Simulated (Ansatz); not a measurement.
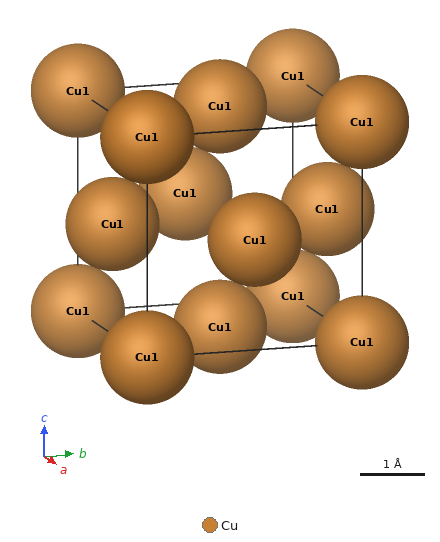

**Figure 1.** The starting structure (spheres-only view of the cell 4 times as large as that of the calculation, set on its symmetry axes, seen slightly off an axis; atoms are numbered from 1 in the order of the input).

## Geometry relaxation, with input and output: Cu (part 1 of 2)

- system: Cu (Fm-3m, 1 atom in the cell)
- method: DFT, PBE, plane waves, PAW, no spin polarisation (Ansatz 0.2.0)

The structure derives from a Materials Project entry. Figures and captions count atoms from 1; the log counts them from 0 in places.

## What the program printed
```
Engine: ansatz 0.2.0, x86_64-unknown-linux-gnu
Pseudopotentials: kind: paw
Pseudopotential: Cu, paw, valence charge 19, recommended cutoff 420 eV (normal), Cu.paw.azcp
Functional definition: PBE
  parameter kappa = 0.804
  parameter beta = 0.06672455060314922
  exchange = pbe_x(kappa = kappa, mu = beta*pi^2/3)
  correlation = pbe_c(beta = beta)
Crystal: 1 atoms, lattice volume = 11.446 Å³
Basis set: ecut = 420 eV, 229 PW (Γ), exchange–correlation on 36×36×36 points (8 copies of the dense FFT grid, shifted against one another)
Bands: 14, of which v1, the nominal top of the filled ones, is band 10 counted from 1 (9 counted from 0)
Symmetry: 48 space group operations
Space group: Fm-3m (ITA 225), of the structure as read, at distance tolerance 2.3e-5 Å
k-points: 256 of 8000
Non-local potential: Cu, projectors of the file, l = 0: 3, l = 1: 2, l = 2: 3, l = 3: 1
PAW form: soft (Blöchl's): semilocal exchange-correlation on the pseudo side does not see the compensation charge
PAW one-centre angular grid: Cu, 590 points (default); XC on 64 Gauss nodes
Initial density: superposition of atomic densities (neutral atoms: chi_scale 0, normalization atom), corrected by the library's trained network
Initial wavefunctions: pseudopotential atomic-orbital guess
Functional: x = pbe(κ = 0.804, μ = 0.2195149727645171), c = pbe(β = 0.06672455060314922)
SCF iter   1: F=—  HF=-6625.165290 eV  |F-HF|=—  |Δ(HF+E_count)|=         —  Δρ=1.28e-3  dr2=9.37e-5  ethr=1.77e-3  ⟨swp⟩=5.3  Hψ=17900  notcnv=0
preconditioner: auto → none  [metal: Δε(μ)=0.060 eV  Ē_g=17.412 eV  σ=0.100 eV  W_gap=0.31  n_scr=0 (ndim 8)  ℏωp=36.4 eV  f_vac=0.000  D(μ)=0.26/eV (n_scr^D=0)]
SCF iter   2: F=—  HF=-6625.165400 eV  |F-HF|=—  |Δ(HF+E_count)|=   1.10e-4  Δρ=3.94e-4  dr2=4.61e-6  ethr=4.93e-7  ⟨swp⟩=2.3  Hψ=7684  notcnv=0
SCF iter   3: F=—  HF=-6625.165413 eV  |F-HF|=—  |Δ(HF+E_count)|=   1.29e-5  Δρ=1.51e-4  dr2=9.10e-7  ethr=2.43e-8  ⟨swp⟩=2.5  Hψ=4988  notcnv=0
iter 4 did not close the SCF: its close was put off for the readings that it lacked (scf_convergence_deferred on its scf_iter line)
SCF iter   4: F=-6625.165415 eV  HF=-6625.165415 eV  |F-HF|=3.65e-9  |Δ(HF+E_count)|=   1.61e-6  Δρ=1.27e-5  dr2=5.63e-9  ethr=4.79e-9  ⟨swp⟩=2.1  Hψ=4710  notcnv=0
iter 5 did not close the SCF: its close was put off for the readings that it lacked (scf_convergence_deferred on its scf_iter line)
SCF iter   5: F=-6625.165415 eV  HF=-6625.165415 eV  |F-HF|=1.93e-10  |Δ(HF+E_count)|=   5.94e-9  Δρ=1.80e-6  dr2=7.35e-11  ethr=2.96e-11  ⟨swp⟩=2.0  Hψ=5678  notcnv=0
SCF iter   6: F=-6625.165415 eV  HF=-6625.165415 eV  |F-HF|=4.55e-12  |Δ(HF+E_count)|=  2.24e-10  Δρ=1.54e-7  dr2=1.14e-12  ethr=1.00e-12  ⟨swp⟩=4.6  Hψ=16267  notcnv=0
SCF 1 converged in 6 iterations: F = -6625.165415 eV  dr2 = 1.14e-12
  greatest PAW one-centre occupation: 1.000 electrons in one spin orbital (limit 2), on the Cu atom at site 0 (counted from 0), in its partial waves of l = 0
relax step   1: F+E_penalty+E_count = -6625.16541482 eV  Δ(F+E_penalty+E_count) = +0.000e0 eV  max|allowed force component| = 0.000e0 eV/Å  Δτ_max = 0.0000 Å  P = +6.849 GPa  Ω = 11.446 Å³  (6 SCF iters, accepted)
Crystal: 1 atoms, lattice volume = 11.685 Å³
Basis set: ecut = 420 eV, 259 PW (Γ), exchange–correlation on 36×36×36 points (8 copies of the dense FFT grid, shifted against one another)
Initial density: handed on by an earlier stage of this run
Initial wavefunctions: those handed on with the density
iter 1 solved again at ethr=2.38e-5 eV; its pass at ethr=3.10e-3 eV (dr2=4.51e-3 eV) is discarded
SCF iter   1: F=—  HF=-6625.173834 eV  |F-HF|=—  |Δ(HF+E_count)|=         —  Δρ=7.79e-3  dr2=4.55e-3  ethr=2.38e-5  ⟨swp⟩=1.1  Hψ=23060  notcnv=0
preconditioner: auto → none  [metal: Δε(μ)=0.067 eV  Ē_g=17.219 eV  σ=0.100 eV  W_gap=0.34  n_scr=0 (ndim 8)  ℏωp=36.0 eV  f_vac=0.000  D(μ)=0.26/eV (n_scr^D=0)]
SCF iter   2: F=—  HF=-6625.172879 eV  |F-HF|=—  |Δ(HF+E_count)|=   9.56e-4  Δρ=6.19e-4  dr2=2.41e-5  ethr=2.38e-5  ⟨swp⟩=2.2  Hψ=4941  notcnv=0
SCF iter   3: F=—  HF=-6625.172838 eV  |F-HF|=—  |Δ(HF+E_count)|=   4.08e-5  Δρ=4.32e-4  dr2=1.84e-5  ethr=1.27e-7  ⟨swp⟩=2.3  Hψ=5858  notcnv=0
SCF iter   4: F=—  HF=-6625.172832 eV  |F-HF|=—  |Δ(HF+E_count)|=   5.94e-6  Δρ=4.97e-5  dr2=7.08e-8  ethr=9.71e-8  ⟨swp⟩=2.4  Hψ=5041  notcnv=0
iter 5 did not close the SCF: its close was put off for the readings that it lacked (scf_convergence_deferred on its scf_iter line)
SCF iter   5: F=-6625.172832 eV  HF=-6625.172832 eV  |F-HF|=2.36e-11  |Δ(HF+E_count)|=   2.55e-7  Δρ=2.43e-6  dr2=2.90e-10  ethr=3.73e-10  ⟨swp⟩=2.0  Hψ=6032  notcnv=0
SCF iter   6: F=-6625.172832 eV  HF=-6625.172832 eV  |F-HF|=9.09e-13  |Δ(HF+E_count)|=  3.64e-12  Δρ=2.59e-7  dr2=4.94e-12  ethr=1.53e-12  ⟨swp⟩=4.0  Hψ=16201  notcnv=0
SCF 2 converged in 6 iterations: F = -6625.172832 eV  dr2 = 4.94e-12
relax step   2: F+E_penalty+E_count = -6625.17283220 eV  Δ(F+E_penalty+E_count) = -7.417e-3 eV  max|allowed force component| = 0.000e0 eV/Å  Δτ_max = 0.0000 Å  P = +3.450 GPa  Ω = 11.685 Å³  energy of the carried Pulay correction = -2.018e-4 eV  (6 SCF iters, dr2 threshold 1.00e-7 eV, accepted)
Crystal: 1 atoms, lattice volume = 11.937 Å³
iter 1 solved again at ethr=2.63e-5 eV; its pass at ethr=3.10e-3 eV (dr2=5.00e-3 eV) is discarded
SCF iter   1: F=—  HF=-6625.176605 eV  |F-HF|=—  |Δ(HF+E_count)|=         —  Δρ=8.12e-3  dr2=5.06e-3  ethr=2.63e-5  ⟨swp⟩=1.0  Hψ=23285  notcnv=0
preconditioner: auto → none  [metal: Δε(μ)=0.065 eV  Ē_g=16.967 eV  σ=0.100 eV  W_gap=0.35  n_scr=0 (ndim 8)  ℏωp=35.6 eV  f_vac=0.000  D(μ)=0.27/eV (n_scr^D=0)]
SCF iter   2: F=—  HF=-6625.175556 eV  |F-HF|=—  |Δ(HF+E_count)|=   1.05e-3  Δρ=6.31e-4  dr2=2.77e-5  ethr=2.63e-5  ⟨swp⟩=2.2  Hψ=4927  notcnv=0
SCF iter   3: F=—  HF=-6625.175509 eV  |F-HF|=—  |Δ(HF+E_count)|=   4.69e-5  Δρ=4.49e-4  dr2=2.05e-5  ethr=1.46e-7  ⟨swp⟩=2.4  Hψ=5915  notcnv=0
SCF iter   4: F=—  HF=-6625.175503 eV  |F-HF|=—  |Δ(HF+E_count)|=   6.58e-6  Δρ=4.68e-5  dr2=6.67e-8  ethr=1.08e-7  ⟨swp⟩=2.4  Hψ=5054  notcnv=0
iter 5 did not close the SCF: its close was put off for the readings that it lacked (scf_convergence_deferred on its scf_iter line)
SCF iter   5: F=-6625.175503 eV  HF=-6625.175503 eV  |F-HF|=2.16e-10  |Δ(HF+E_count)|=   2.31e-7  Δρ=2.62e-6  dr2=2.78e-10  ethr=3.51e-10  ⟨swp⟩=2.0  Hψ=6031  notcnv=0
SCF iter   6: F=-6625.175503 eV  HF=-6625.175503 eV  |F-HF|=1.82e-12  |Δ(HF+E_count)|=  2.91e-11  Δρ=2.44e-7  dr2=4.14e-12  ethr=1.46e-12  ⟨swp⟩=4.0  Hψ=16662  notcnv=0
SCF 3 converged in 6 iterations: F = -6625.175503 eV  dr2 = 4.14e-12
relax step   3: F+E_penalty+E_count = -6625.17550296 eV  Δ(F+E_penalty+E_count) = -2.671e-3 eV  max|allowed force component| = 0.000e0 eV/Å  Δτ_max = 0.0000 Å  P = +0.271 GPa  Ω = 11.937 Å³  energy of the carried Pulay correction = -4.108e-4 eV  (6 SCF iters, dr2 threshold 1.00e-7 eV, accepted)
Crystal: 1 atoms, lattice volume = 11.961 Å³
iter 1 solved again at ethr=2.23e-7 eV; its pass at ethr=3.10e-3 eV (dr2=4.23e-5 eV) is discarded
SCF iter   1: F=—  HF=-6625.175513 eV  |F-HF|=—  |Δ(HF+E_count)|=         —  Δρ=7.40e-4  dr2=4.20e-5  ethr=2.23e-7  ⟨swp⟩=2.2  Hψ=22112  notcnv=0
preconditioner: auto → none  [metal: Δε(μ)=0.064 eV  Ē_g=16.901 eV  σ=0.100 eV  W_gap=0.33  n_scr=0 (ndim 8)  ℏωp=35.6 eV  f_vac=0.000  D(μ)=0.27/eV (n_scr^D=0)]
SCF iter   2: F=—  HF=-6625.175504 eV  |F-HF|=—  |Δ(HF+E_count)|=   9.58e-6  Δρ=5.69e-5  dr2=2.55e-7  ethr=2.21e-7  ⟨swp⟩=2.2  Hψ=4893  notcnv=0
SCF iter   3: F=—  HF=-6625.175503 eV  |F-HF|=—  |Δ(HF+E_count)|=   3.33e-7  Δρ=4.05e-5  dr2=1.66e-7  ethr=1.34e-9  ⟨swp⟩=2.5  Hψ=5710  notcnv=0
iter 4 did not close the SCF: its close was put off for the readings that it lacked (scf_convergence_deferred on its scf_iter line)
SCF iter   4: F=-6625.175503 eV  HF=-6625.175503 eV  |F-HF|=1.04e-9  |Δ(HF+E_count)|=   4.60e-8  Δρ=4.02e-6  dr2=5.12e-10  ethr=8.72e-10  ⟨swp⟩=2.3  Hψ=5057  notcnv=0
iter 5 did not close the SCF: its close was put off for the readings that it lacked (scf_convergence_deferred on its scf_iter line)
SCF iter   5: F=-6625.175503 eV  HF=-6625.175503 eV  |F-HF|=7.28e-12  |Δ(HF+E_count)|=   1.68e-9  Δρ=3.19e-7  dr2=3.98e-12  ethr=2.69e-12  ⟨swp⟩=2.0  Hψ=6031  notcnv=0
SCF iter   6: F=-6625.175503 eV  HF=-6625.175503 eV  |F-HF|=1.82e-12  |Δ(HF+E_count)|=  1.82e-12  Δρ=1.96e-8  dr2=2.57e-14  ethr=1.00e-12  ⟨swp⟩=3.7  Hψ=13590  notcnv=0
SCF 4 converged in 6 iterations: F = -6625.175503 eV  dr2 = 2.57e-14
relax step   4: F+E_penalty+E_count = -6625.17550337 eV  Δ(F+E_penalty+E_count) = -4.086e-7 eV  max|allowed force component| = 0.000e0 eV/Å  Δτ_max = 0.0000 Å  P = -0.003 GPa  Ω = 11.961 Å³  energy of the carried Pulay correction = -4.299e-4 eV  (6 SCF iters, accepted)
Initial wavefunctions: pseudopotential atomic-orbital guess (no wavefunctions were taken with the density)
iter 1 solved again at ethr=1.35e-8 eV; its pass at ethr=3.10e-3 eV (dr2=2.56e-6 eV) is discarded
SCF iter   1: F=—  HF=-6625.175518 eV  |F-HF|=—  |Δ(HF+E_count)|=         —  Δρ=9.86e-4  dr2=2.56e-6  ethr=1.35e-8  ⟨swp⟩=3.0  Hψ=28476  notcnv=0
preconditioner: auto → none  [metal: Δε(μ)=0.064 eV  Ē_g=16.896 eV  σ=0.100 eV  W_gap=0.33  n_scr=0 (ndim 8)  ℏωp=35.6 eV  f_vac=0.000  D(μ)=0.27/eV (n_scr^D=0)]
SCF iter   2: F=—  HF=-6625.175764 eV  |F-HF|=—  |Δ(HF+E_count)|=   2.46e-4  Δρ=4.93e-4  dr2=7.11e-7  ethr=1.34e-8  ⟨swp⟩=1.0  Hψ=3614  notcnv=0
SCF iter   3: F=—  HF=-6625.175844 eV  |F-HF|=—  |Δ(HF+E_count)|=   8.05e-5  Δρ=4.82e-5  dr2=6.07e-8  ethr=3.74e-9  ⟨swp⟩=1.0  Hψ=3591  notcnv=0
SCF iter   4: F=—  HF=-6625.175845 eV  |F-HF|=—  |Δ(HF+E_count)|=   4.34e-7  Δρ=5.04e-6  dr2=2.46e-10  ethr=3.19e-10  ⟨swp⟩=2.0  Hψ=4890  notcnv=0
iter 5 did not close the SCF: its close was put off for the readings that it lacked (scf_convergence_deferred on its scf_iter line)
SCF iter   5: F=-6625.175845 eV  HF=-6625.175845 eV  |F-HF|=9.09e-12  |Δ(HF+E_count)|=   7.25e-9  Δρ=3.27e-7  dr2=6.22e-12  ethr=1.30e-12  ⟨swp⟩=2.1  Hψ=5092  notcnv=0
SCF iter   6: F=-6625.175845 eV  HF=-6625.175845 eV  |F-HF|=1.82e-12  |Δ(HF+E_count)|=  1.18e-11  Δρ=2.55e-8  dr2=1.19e-14  ethr=1.00e-12  ⟨swp⟩=3.5  Hψ=13583  notcnv=0
SCF 5 converged in 6 iterations: F = -6625.175845 eV  dr2 = 1.19e-14
relax step   5: F+E_penalty+E_count = -6625.17584459 eV  Δ(F+E_penalty+E_count) = -3.412e-4 eV  max|allowed force component| = 0.000e0 eV/Å  Δτ_max = 0.0000 Å  P = -0.053 GPa  Ω = 11.961 Å³  stress off target by 5.26e-2 GPa  SCF on the basis re-selected at this cell (its energy is not comparable with the rows above)  (6 SCF iters)
basis re-selected at this cell: Δ(F+E_penalty+E_count) = -3.412e-4 eV, ΔP = -0.050 GPa vs the last step (what re-selecting the basis moved, of the pressure what is left beyond the Pulay correction that the steps carried, after the strain that the cell walked since its last selection, with what the two solves' SCF thresholds leave and, on support functions, any second-order correction that the steps lacked; it is no measure of the basis error at this ecutwfc). This SCF's stress stands 5.26e-2 GPa from its target on what of the cell is left free (relax.cell.stress_tol is 5.00e-2 GPa) and its largest allowed force component is 0.00e0 eV/Å (relax.f_tol is 5.00e-3 eV/Å): not within both, so this SCF does not close the relaxation
Crystal: 1 atoms, lattice volume = 11.956 Å³
iter 1 solved again at ethr=8.03e-9 eV; its pass at ethr=3.10e-3 eV (dr2=1.52e-6 eV) is discarded
```
